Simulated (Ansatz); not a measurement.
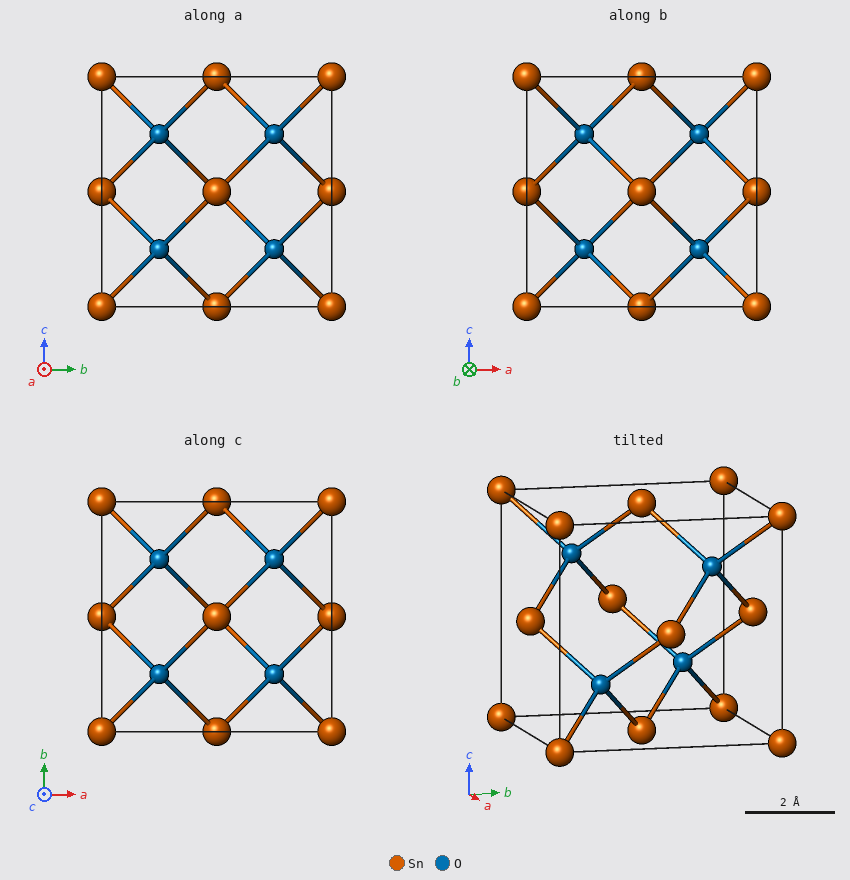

The crystal in a ball-and-stick representation, seen along the a axis, along the b axis, along the c axis and slightly off an axis. The edges of the conventional unit cell are marked.

Lattice parameters: a = 5.2063 Å, b = 5.2063 Å, c = 5.2063 Å, α = 90.000°, β = 90.000°, γ = 90.000°.

Question: Express the structure as a CIF with its space group and independent sites.

Answer:
```cif
data_structure
_symmetry_space_group_name_H-M 'F -4 3 m'
_symmetry_Int_Tables_number 216
_cell_length_a 5.2063
_cell_length_b 5.2063
_cell_length_c 5.2063
_cell_angle_alpha 90.000
_cell_angle_beta 90.000
_cell_angle_gamma 90.000
_cell_volume 141.12
loop_
_atom_site_label
_atom_site_type_symbol
_atom_site_symmetry_multiplicity
_atom_site_Wyckoff_symbol
_atom_site_fract_x
_atom_site_fract_y
_atom_site_fract_z
_atom_site_occupancy
Sn1 Sn 4 a 0.0000 0.0000 0.0000 1
O1 O 4 d 0.2500 0.2500 0.7500 1
```

Its origin is a structure type filled with these elements by a generator (whether the compound takes this form wasn't checked). The cell was then strained or its atoms displaced on purpose. It went into a calculation with Ansatz.

At this level of theory the cell isn't at rest (compressed, at 9 GPa), so its distances can differ from those at equilibrium, the more so the softer the solid.
